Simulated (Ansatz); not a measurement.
## Electronic structure of Ir3O in real space

```cif
data_structure
_symmetry_space_group_name_H-M 'P 1'
_symmetry_Int_Tables_number 1
_cell_length_a 3.8166
_cell_length_b 3.8166
_cell_length_c 3.8166
_cell_angle_alpha 90.000
_cell_angle_beta 90.000
_cell_angle_gamma 90.000
_cell_volume 55.59
loop_
_atom_site_label
_atom_site_type_symbol
_atom_site_fract_x
_atom_site_fract_y
_atom_site_fract_z
_atom_site_occupancy
Ir1 Ir 0.00000 0.50000 0.50000 1
Ir2 Ir 0.50000 0.00000 0.50000 1
Ir3 Ir 0.50000 0.50000 0.00000 1
O1 O 0.00000 0.00000 0.00000 1
```

Space group Pm-3m; started from the Cu3Au (L1_2)_221 prototype, which need not be the ambient phase; spin-polarised.

Method: Ansatz 0.2.0, DFT PBE, scalar-relativistic, plane waves, PAW.

Core electrons are frozen (PAW), and the valence fields are smoothed inside the atomic spheres.

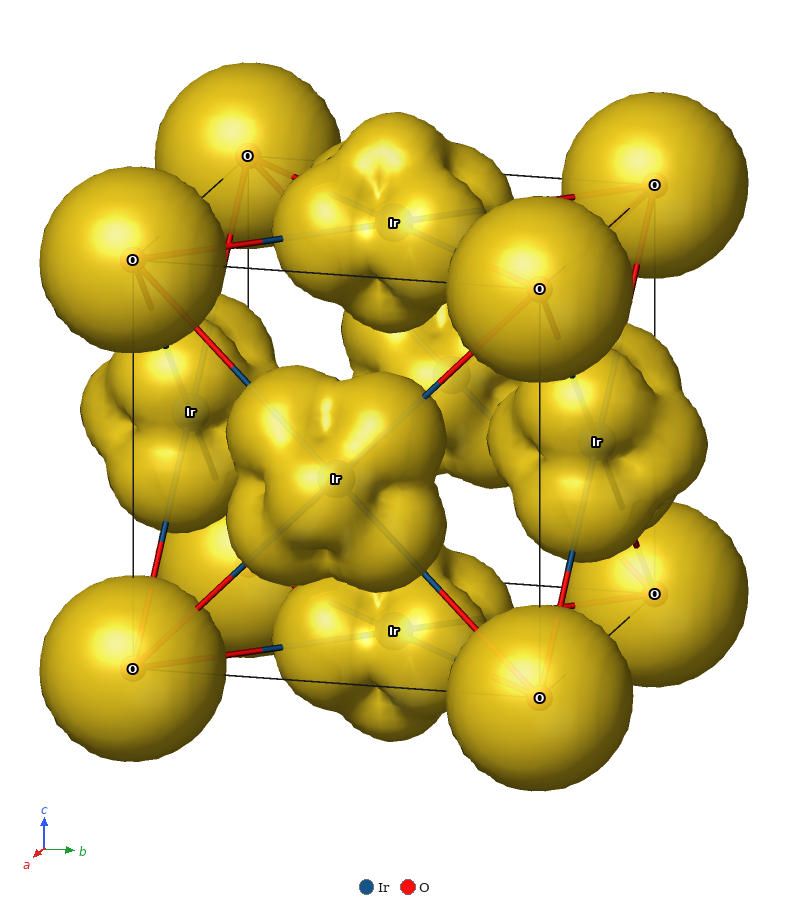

Figure 1. Isosurfaces of the magnetisation density (up minus down) at +0.06 (yellow) and −0.06 e/Å³ (cyan), seen slightly off an axis. Sticks mark near contacts.

Describe the spin distribution.

The spin density sits on Ir: +0.7 μB (×3); O: +0.9 μB in one cell of 4 atoms: parallel moments (a ferromagnetic arrangement) in this solution. The cell of the calculation (4 atoms) carries 3.1 μB of net spin moment. Only one sign reaches the isovalue.

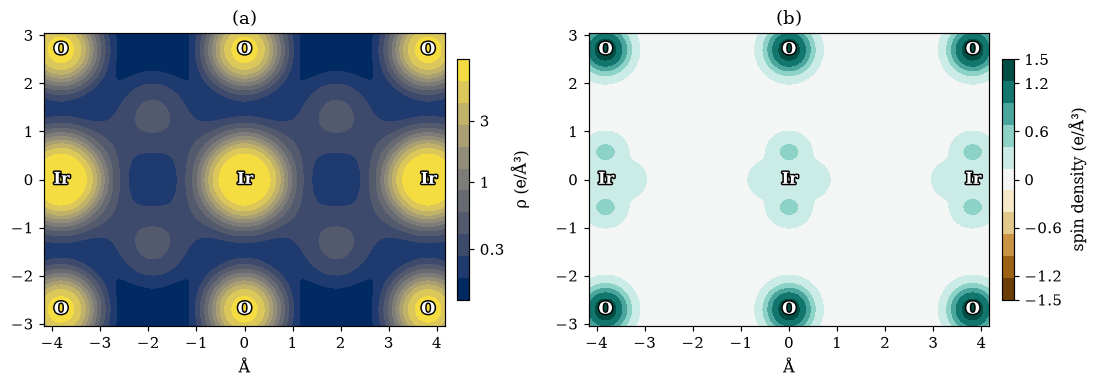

Figure 2. (a) valence charge density (pseudo); (b) magnetisation density (up minus down) on the (101) plane of the conventional cell.

Interpret the plot.

The section cuts through Ir and O sites.
Ir–O (2.70 Å): the density is about 0.25 e/Å³ at the midpoint.
Between the atoms the lowest density in this plane is 0.12 e/Å³.

Metal or insulator at this level of theory?

It is gapless in this calculation (a metal or semimetal); semilocal functionals without U, or without the true magnetic order, often close the gap of such compounds.
